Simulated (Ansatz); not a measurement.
## Electronic structure of NaI in real space

The calculation's input:

```
crystal:
  lattice:
    - [5.135, 0.0, 0.0]
    - [-2.5675, 4.44704045, 0.0]
    - [0.0, 0.0, 8.44868647]
  atoms:
    - { symbol: Na, position: [0.33333333, 0.66666667, 0.37313493] }
    - { symbol: Na, position: [0.66666667, 0.33333333, 0.87313493] }
    - { symbol: I, position: [0.33333333, 0.66666667, 0.0] }
    - { symbol: I, position: [0.66666667, 0.33333333, 0.5] }
basis:
  ecutwfc: 420
kpoints:
  mp_grid: { grid: [6, 6, 4] }
hamiltonian:
  xc: pbe
scf:
  occupations: { method: gaussian, width: 0.02 }
output:
  forces: true
  stress: true
  eigenvalues: true
  write_density: true
  write_potential: true
  elf: true
  volumetric_format: npy
relax:
  adjacent_minimum: "off"
  f_tol: 0.01
  max_steps: 80
  cell: { stress_tol: 0.05 }
```

Launched as:

```sh
ansatz run input.yaml --threads 1 --pin off --max-ram 2048MiB --backend cpu --events-out ev --progress --plain --runs-dir out
```

Below, planes, directions and counts refer to the conventional cell (a = 5.15 Å, b = 5.15 Å, c = 7.97 Å, α = 90.00°, β = 90.00°, γ = 120.00°).

The fields are those of the relaxed geometry.

Space group P6₃mc; a structure generated by program, which may or may not match a known phase.

Level of theory: Ansatz, DFT PBE, scalar-relativistic, plane waves, PAW.

Core electrons are frozen (PAW), and the valence fields are smoothed inside the atomic spheres.

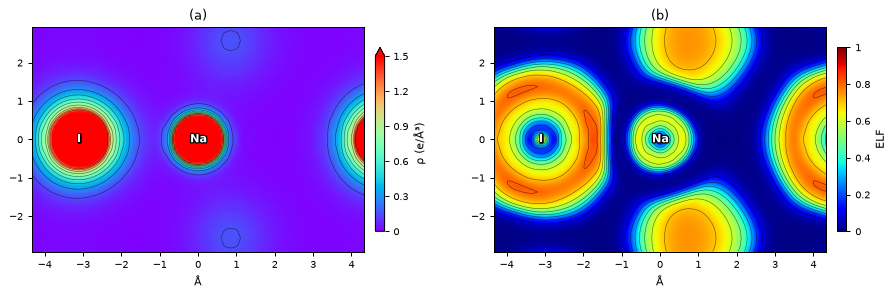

Figure 1. (a) valence electron density; (b) ELF on the (11̄0) plane of the conventional cell.

### Read the bonding off the picture.

The plane passes through Na and I nuclei.
Na–I (3.11 Å): ρ at the midpoint is about 0.16 e/Å³; the ELF peaks at about 0.85 in the valence shell of I, 1.4 Å from its nucleus, and falls to about 0 next to Na (an ionic contact with no shared pair).
Between the atoms the lowest density in this plane is 0.004 e/Å³.
The features right at Na lie inside the PAW spheres, where the map follows smoothed inner orbitals and isn't to be read closely.

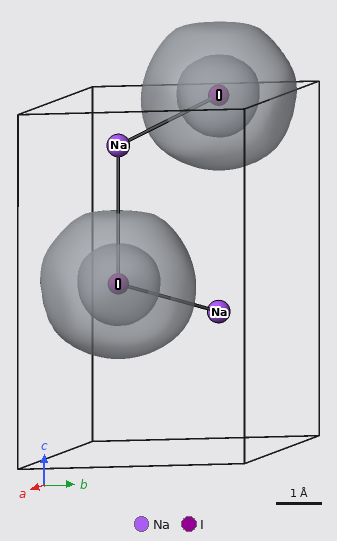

Figure 2. Isosurface of the electron localisation function at 0.65 (grey), seen slightly off an axis. Core shells and regions of very low density are left out. Sticks mark near contacts.

### Identify the bonds, lone pairs and shells in this picture.

At this value the surface marks out two regions wrapped around I (the valence shell of each), counted in one cell of 4 atoms. Any copies at cell faces, edges or corners count once. Along the contacts the grid gives the following. Na–I (3.10 Å): the ELF peaks at about 0.80 in the valence shell of I, 1.4 Å from its nucleus, and falls to about 0 next to Na (a closed-shell, largely ionic contact).

### Metal or insulator at this level of theory?

It is gapped, with a Kohn–Sham gap of 3.7 eV on the k-point mesh, an upper bound to the gap of this method.
